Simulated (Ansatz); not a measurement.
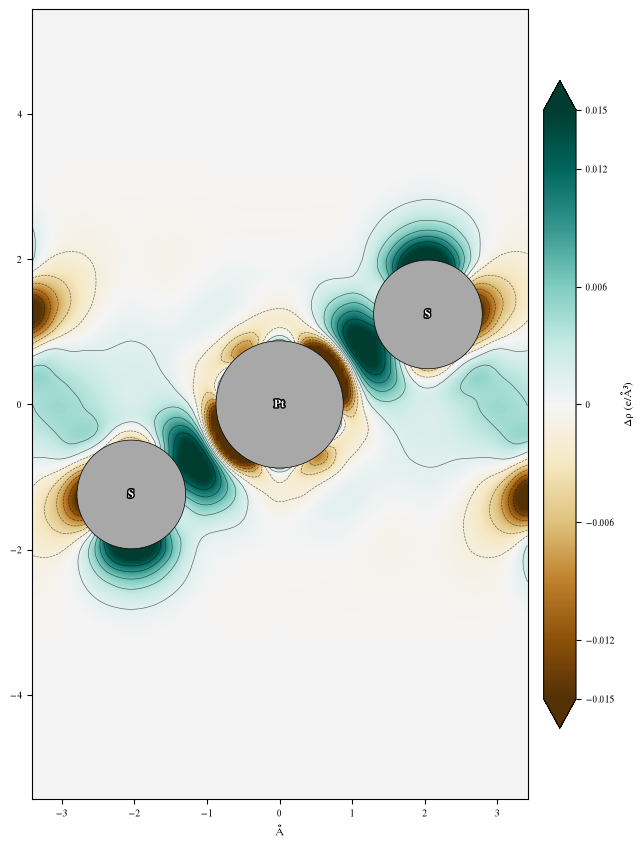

PtS2 (slab). Difference of the valence pseudo-densities of two functionals at the same geometry, on the (110) plane of the calculation cell, a cut from vacuum to vacuum: one of HSE06 and LC_WPBE less the other.

Both computed with Ansatz (plane waves, PAW), on the same k-point mesh. Grey discs cover the atomic cores.

```
Pt S
1.0
     3.53800    0.00000    0.00000
    -1.76900    3.06400    0.00000
     0.00000    0.00000   29.68496
Pt S
1 2
Direct
  0.00000 0.00000 0.30318
  0.33333 0.66667 0.34494
  0.66667 0.33333 0.26142
```

**Which was subtracted from which, and what does the map show?**

It is LC_WPBE less HSE06. Against HSE06, LC_WPBE gives less density around Pt (−0.007 e/Å³ on average at 1.0 Å from the nucleus) and a change of +0.009 e/Å³ at the midpoint of Pt–S.
